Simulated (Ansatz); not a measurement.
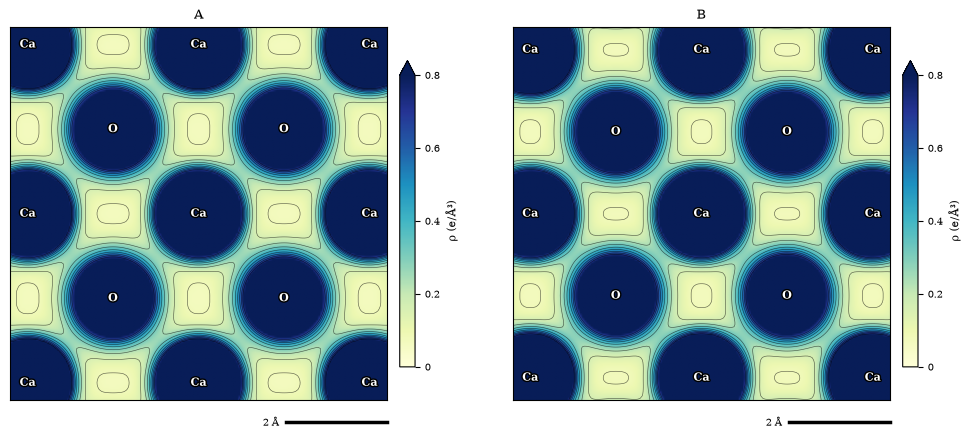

CaO. The valence pseudo-density of two cells that differ in size and shape, on the (101) plane of each (indices in the axes of the calculation cell), at one length scale and on one colour scale; one has 13.0 and the other 13.6 Å³ an atom.

Space group R-3m; started from the rocksalt prototype, which need not be the ambient phase.

Theory: DFT, r2SCAN, plane waves, PAW in Ansatz 0.2.0.

The density is the valence pseudo-density of a PAW calculation; it isn't the true density close to the nuclei.

The larger cell:

```
CELL_PARAMETERS angstrom
0.02521 2.39879 2.39879
2.39879 0.02521 2.39879
2.39879 2.39879 0.02521
ATOMIC_POSITIONS crystal
Ca 0.00000 0.00000 0.00000
O 0.50000 0.50000 0.50000
```

The smaller cell: a = 3.399 Å, b = 3.399 Å, c = 3.399 Å, α = 57.22°, β = 57.22°, γ = 57.22°.

### Which panel shows the smaller cell, and what does the compression change?

Panel B is the smaller cell, by 4 % in volume. From the larger cell to the smaller, Ca–O goes from 2.39 to 2.35 Å, and the density at its midpoint from 0.26 to 0.28 e/Å³; the pressure goes from 1.7 to 8 GPa; the Kohn–Sham gap goes from 4.2 eV to 4.1 eV.
